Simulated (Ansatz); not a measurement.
Band-structure calculation, with input and output: KF

KF (P4/mmm, 2 atoms in the cell), computed with DFT, r2SCAN, plane waves, PAW, no spin polarisation (Ansatz 0.2.0).

The structure was built on a prototype by a generator. The geometry comes from this level: r2SCAN (a point of a series of strains). It belongs to a series of runs on one base structure; here: biaxial_xy strain -2.3%.

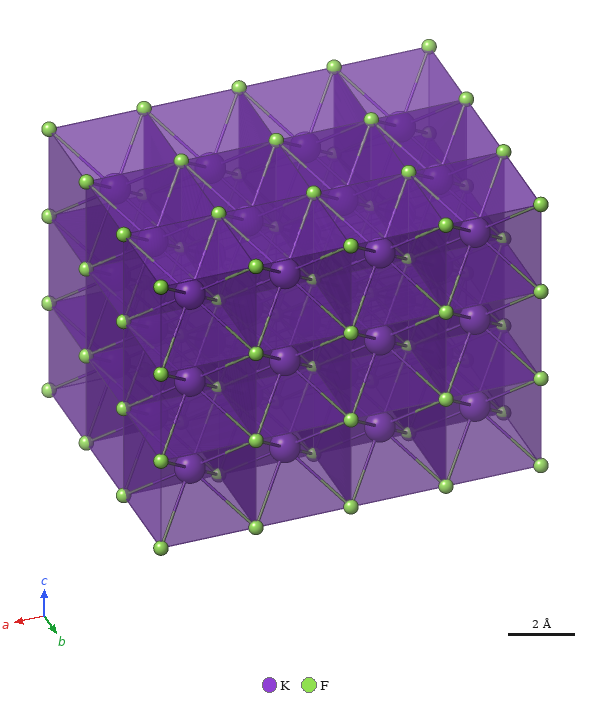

The input geometry (polyhedral view of the cell of the calculation, repeated 3 × 2 × 2, seen at an oblique angle; polyhedra are completed across the faces of the cell).

Key numbers:

```csv
quantity,value
outcome,converged
space group (tolerance 0.01 Å),P4/mmm (123)
electrons treated,16
free energy,−2355.0651 eV
Fermi energy,3.161 eV
gap on the k-point mesh,8.09 eV
pressure,2.27 GPa
largest force (length of the vector),under 0.001 eV/Å
hardware,"4 threads of an x86-64 CPU, shared host"
wall time,3 s (CPU time 8.6 s)
peak memory,0.39 GiB
```

Input:
```yaml
crystal:
  lattice:
    - [3.105120941, 0.0, 0.0]
    - [0.0, 3.105120941, 0.0]
    - [0.0, 0.0, 3.1788707423]
  atoms:
    - { symbol: K, position: [0.0, 0.0, 0.0] }
    - { symbol: F, position: [0.5, 0.5, 0.5] }
kpoints:
  mp_grid: { grid: [8, 8, 8] }
  band_path:
    path:
      - [0.0, 0.0, 0.0]
      - [0.0, 0.5, 0.0]
      - [0.5, 0.5, 0.0]
      - [0.5, 0.5, 0.5]
      - [0.0, 0.5, 0.5]
    npoints: 1
hamiltonian:
  xc: r2scan
scf:
  occupations: { method: fixed }
  n_extra_bands: 4
output:
  forces: true
  stress: true
  eigenvalues: true
```

Command:
```bash
ansatz run input.yaml --threads 4 --pin off --max-ram 3686MiB --backend cpu --events-out ev --progress --plain --runs-dir out
```

What the program printed:
```
scf.n_extra_bands = 4 over 8 filled bands (N_el = 16.0): the run solves 12 bands
Engine: ansatz 0.2.0, x86_64-unknown-linux-gnu
Pseudopotentials: kind: paw
Pseudopotential: K, paw, valence charge 9, recommended cutoff 500 eV (meta_gga), K.paw.azcp
Pseudopotential: F, paw, valence charge 7, recommended cutoff 500 eV (meta_gga), F.paw.azcp
Functional definition: r2SCAN
  parameter k0 = 0.174
  parameter k1 = 0.065
  parameter a1 = 4.9479
  exchange = r2scan_x(k0 = k0, k1 = k1, a1 = a1)
  correlation = r2scan_c
Crystal: 2 atoms, lattice volume = 30.650 Å³
Basis set: ecut = 500 eV, 759 PW (Γ), exchange–correlation on 96×96×96 points (64 copies of the dense FFT grid, shifted against one another)
Bands: 12, of which v1, the nominal top of the filled ones, is band 8 counted from 1 (7 counted from 0)
Symmetry: 16 space group operations
Space group: P4/mmm (ITA 123), of the structure as read, at distance tolerance 3.1e-5 Å
k-points: 75 of 512
Non-local potential: K, projectors of the file, l = 0: 3, l = 1: 2, l = 2: 2
Non-local potential: F, projectors of the file, l = 0: 2, l = 1: 2, l = 2: 1
PAW form: soft (Blöchl's): semilocal exchange-correlation on the pseudo side does not see the compensation charge
PAW frozen core: K, regenerated for the run's functional (the file was generated under x = pbe(κ = 0.804, μ = 0.2195149727645171), c = pbe(β = 0.06672455060314922))
PAW frozen core: F, regenerated for the run's functional (the file was generated under x = pbe(κ = 0.804, μ = 0.2195149727645171), c = pbe(β = 0.06672455060314922))
PAW one-centre angular grid: K, 302 points (default); XC on 160 Gauss nodes
PAW one-centre angular grid: F, 302 points (default); XC on 160 Gauss nodes
Initial density: superposition of atomic densities (neutral atoms: chi_scale 0, normalization atom), corrected by the library's trained network
Initial wavefunctions: pseudopotential atomic-orbital guess
Functional: x = r2scan, c = r2scan; τ floored in thin density (d = 2e-4 eV/Å³)
SCF iter   1: F=—  HF=-2355.027262 eV  |F-HF|=—  |Δ(HF+E_count)|=         —  Δρ=6.46e-3  dr2=1.11e-2  dr2_τ=2.72e-2  ethr=1.77e-3  ⟨swp⟩=4.5  Hψ=4973  notcnv=0  defer=77
preconditioner: auto → none  [insulator: Δε(μ)=8.303 eV  Ē_g=19.440 eV  n_scr=6 (ndim 8)  ℏωp=25.1 eV  f_vac=0.000  ε∞_Penn≈2.7]
SCF iter   2: F=—  HF=-2355.065704 eV  |F-HF|=—  |Δ(HF+E_count)|=   3.84e-2  Δρ=4.67e-3  dr2=2.24e-3  dr2_τ=5.17e-4  ethr=6.95e-5  ⟨swp⟩=2.9  Hψ=2288  notcnv=0  defer=117
SCF iter   3: F=—  HF=-2355.065166 eV  |F-HF|=—  |Δ(HF+E_count)|=   5.39e-4  Δρ=1.45e-3  dr2=2.29e-4  dr2_τ=4.51e-5  ethr=1.40e-5  ⟨swp⟩=2.0  Hψ=1568  notcnv=0  defer=139
SCF iter   4: F=—  HF=-2355.065137 eV  |F-HF|=—  |Δ(HF+E_count)|=   2.90e-5  Δρ=2.69e-4  dr2=8.33e-6  dr2_τ=1.73e-6  ethr=1.43e-6  ⟨swp⟩=2.4  Hψ=1499  notcnv=0  defer=147
SCF iter   5: F=—  HF=-2355.065141 eV  |F-HF|=—  |Δ(HF+E_count)|=   3.81e-6  Δρ=1.06e-4  dr2=2.54e-6  dr2_τ=5.60e-7  ethr=5.20e-8  ⟨swp⟩=2.0  Hψ=1500  notcnv=0  defer=5
SCF iter   6: F=-2355.065140 eV  HF=-2355.065141 eV  |F-HF|=4.96e-9  |Δ(HF+E_count)|=   1.40e-7  Δρ=1.04e-5  dr2=2.32e-8  dr2_τ=2.34e-9  ethr=6.25e-10  ⟨swp⟩=4.1  Hψ=5376  notcnv=0
SCF 1 converged in 6 iterations: F = -2355.065140 eV  dr2 = 2.32e-8
  greatest PAW one-centre occupation: 0.989 electrons in one spin orbital (limit 2), on the K atom at site 0 (counted from 0), in its partial waves of l = 0
```

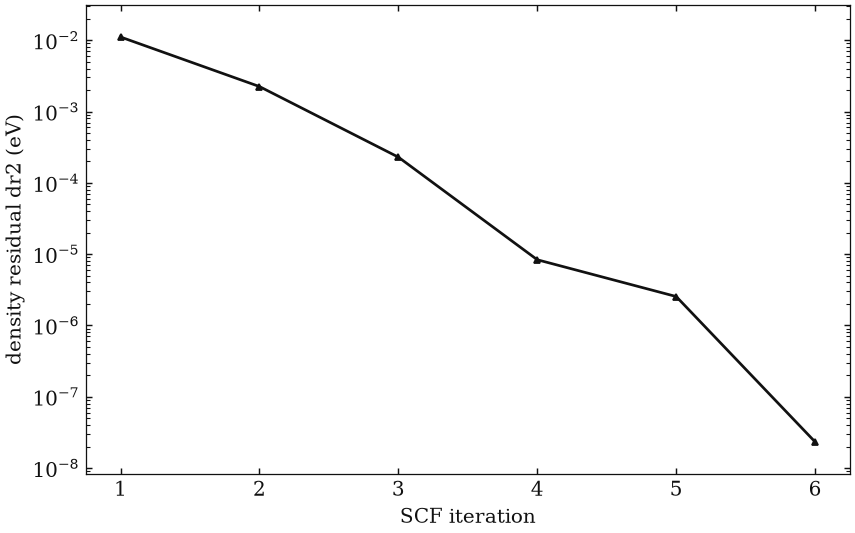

Convergence of the self-consistent field: density residual dr2 against the SCF iteration. The residual falls at every step.

```
NSCF: frozen V_eff on 5 k-points
SCF converged after 6 iterations
Free energy (F): -2355.065140 eV
Harris-Foulkes:  -2355.065141 eV  (|F-HF|=4.96e-9)
Internal energy: -2355.065140 eV  (E = F + TS)
E sigma→0 (E₀):  -2355.065140 eV
Fermi energy:    3.160695 eV
--- Per-component energies (eV) ---
  E_band       = -109.289083
  E_kinetic    = 464.661837
  E_local      = -956.326194  (includes V_loc(G=0)·N_el)
  E_nonlocal   = 85.300253
  E_hartree    = 338.387801
  E_xc         = -215.057220
  E_vxc        = -305.064119  (∫ρ·V_xc dr)
  E_paw        = -990.774280  (= ΣΔE_a)
  E_vpaw       = -94.363017  (= ΣTr[D̂ρ^β])
  E_aug_tail   = 0.001058  (compensation charges beyond the density's cutoff)
  E_vtau       = 19.722328  (kinetic-family band-sum trace: ∫τ·v_τ [+ j·A + Jᵃ·Aᵃ] dr)
  E_ewald      = -1081.030819
  E_core_change = -0.227577  (= ΣΔE_core)
  E_smearing   = -0.000000  (= −TS)
  E_closure    = 0.000000  (closes the sum)
  Σ components = -2355.065140   (vs F -2355.065140, Δ=0.00e0)
--- Forces (eV/Å), atoms counted from 1 ---
  atom   1  K     -0.00000000     0.00000000     0.00000000
  atom   2  F      0.00000000    -0.00000000    -0.00000000
  max |Σ_I F_I| component: 3.96e-29 eV/Å
--- Stress (GPa, compression-positive) ---
        3.042003       0.000000      -0.000000
        0.000000       3.042003       0.000000
       -0.000000       0.000000       0.730230
  P = ⅓ Tr σ = 2.2714 GPa (22.714 kbar)
--- Band table (eV; the first three rows and the last of 75) ---
  k-point 0: bands = ["-24.5612", "-16.9992", "-6.7000", "-6.6186", "-6.6186", "3.0594", "3.1433", "3.1433", "11.2475", "12.2622", "12.3265", "18.4197"]
  k-point 1: bands = ["-24.5354", "-17.0120", "-6.8182", "-6.5977", "-6.5977", "2.8431", "3.1179", "3.1179", "11.6790", "12.4502", "12.6901", "18.1980"]
  k-point 2: bands = ["-24.4723", "-17.0451", "-7.0886", "-6.5467", "-6.5467", "2.3698", "3.0548", "3.0548", "12.6716", "12.7777", "13.8777", "17.7293"]
  k-point 74: bands = ["-24.0535", "-16.8127", "-7.4568", "-7.4568", "-7.3180", "1.8770", "1.8770", "1.8976", "14.7917", "15.0851", "15.0851", "20.0876"]
```

File bands.tsv:
```
# k_distance	band_0	band_1	band_2	band_3	band_4	band_5	band_6	band_7	band_8	band_9	band_10	band_11
# fermi_ev = 3.160695
# lock_threshold_ev = 1e-6
# [0, 0, 0] at k_distance = 0.000000
# [0, 0.5, 0] at k_distance = 1.011746
# [0.5, 0.5, 0] at k_distance = 2.023491
# [0.5, 0.5, 0.5] at k_distance = 3.011764
# [0, 0.5, 0.5] at k_distance = 4.023510
# levels_relative_to = fermi_ev
# free_energy_ev = -2355.065140
# largest_residual_norms_ev = 8.241e-4 4.296e-4 1.153e-3 9.233e-4 5.491e-4 4.439e-4 5.670e-4 8.982e-4 1.226e-3 1.052e-3 1.067e-3 7.541e-4
0.000000	-27.721860	-20.159892	-9.860721	-9.779309	-9.779309	-0.101321	-0.017350	-0.017350	8.086823	9.101537	9.165802	15.259015
1.011746	-27.505666	-20.236346	-10.722454	-9.679572	-9.610274	-1.393666	-0.298968	-0.177697	10.284337	11.105694	13.163193	13.720435
2.023491	-27.337141	-20.067009	-10.887620	-10.887620	-9.558707	-0.658851	-0.658851	-0.084595	9.439783	10.286370	12.998629	12.998629
3.011764	-27.214194	-19.973433	-10.617492	-10.617492	-10.478683	-1.283708	-1.283708	-1.263133	11.630965	11.924360	11.924360	16.926865
4.023510	-27.370906	-20.085916	-10.929197	-10.788723	-9.516073	-0.663485	-0.623307	0.000000	9.678084	10.179781	13.178061	13.361496
```

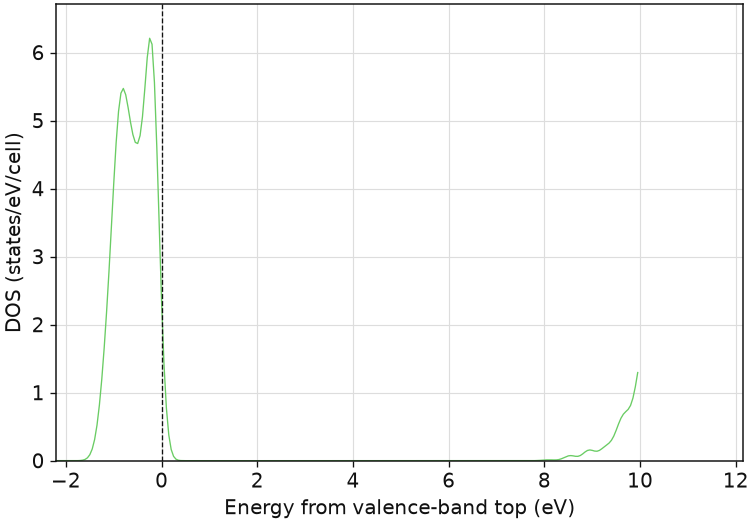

Density of states (the curve is built from the levels of the k mesh with Gaussians 0.3 eV wide, which also blur the band edges), with energies from the valence-band top. There is a gap of 8.09 eV on the k-point mesh. Small ripples come from the finite k-point mesh.
